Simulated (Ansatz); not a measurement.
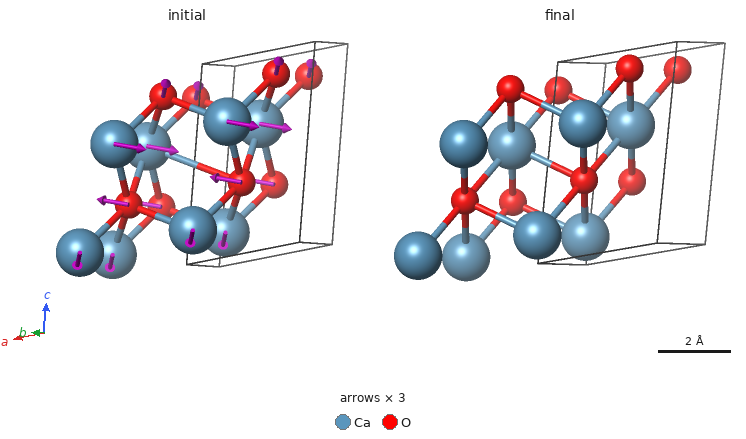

The structure of crystalline CaO (a generated structure, set up in Cc) (coarse preliminary run) before (left) and after (right) a relaxation, at one scale. The purple arrows give the displacements (the part carried along by the change of the cell is left out), magnified 3 times.

A ball-and-stick model of the cell of the calculation, repeated 2 × 2 × 1 with one cell outlined, seen from a free direction.

These are results of DFT PBE, scalar-relativistic, plane waves, PAW (Ansatz), not measurements. (plane-wave cutoff 420 eV; k-point mesh 6 × 6 × 4; occupations gaussian; smearing width 0.1 eV; no spin polarisation; cell and atoms relaxed; force threshold 0.04 eV/Å; at most 70 steps)

Question: Describe what moved and what it gained.

Answer: The energy falls by 236 meV per atom in 5 accepted moves (7 points after the start). Largest force component: 0.44 eV/Å at the start, 0.00022 eV/Å at the end. The pressure goes from 6.95 to 0.09 GPa. At 2 points the geometry stayed and the basis and grid were re-selected for the new cell (energy shift of 11.4 meV per atom at most each time). The largest moves relative to the cell, 0.34 Å, are those of Ca and O atoms. Largest moves by element: O 0.34 Å, Ca 0.34 Å. The drawn cell changes as follows: a = b 3.224 → 3.415 Å (+5.9 %), c 5.859 → 5.914 Å (+0.9 %), α 105.3° → 106.8°, β 105.3° → 106.8°, γ 73.3° → 60.0°; the volume changes by +2.2 %. Among the contacts that change: Ca–O 3.216 → 2.415 Å, Ca–Ca 3.898 → 3.415 Å, Ca–Ca 3.850 → 3.415 Å, Ca–Ca 3.197 → 3.415 Å. Bond angles that change, for instance: Ca–O–Ca 114.5° → 90.0°, O–Ca–O 114.5° → 90.0°, Ca–O–Ca 156.7° → 180.0°. The space group (tolerance 0.01 Å) goes from Cc (No. 9) to Fm-3m (No. 225). The run took 44 s on 1 thread of Arm Neoverse V1 (shared host), peak memory 0.35 GiB.
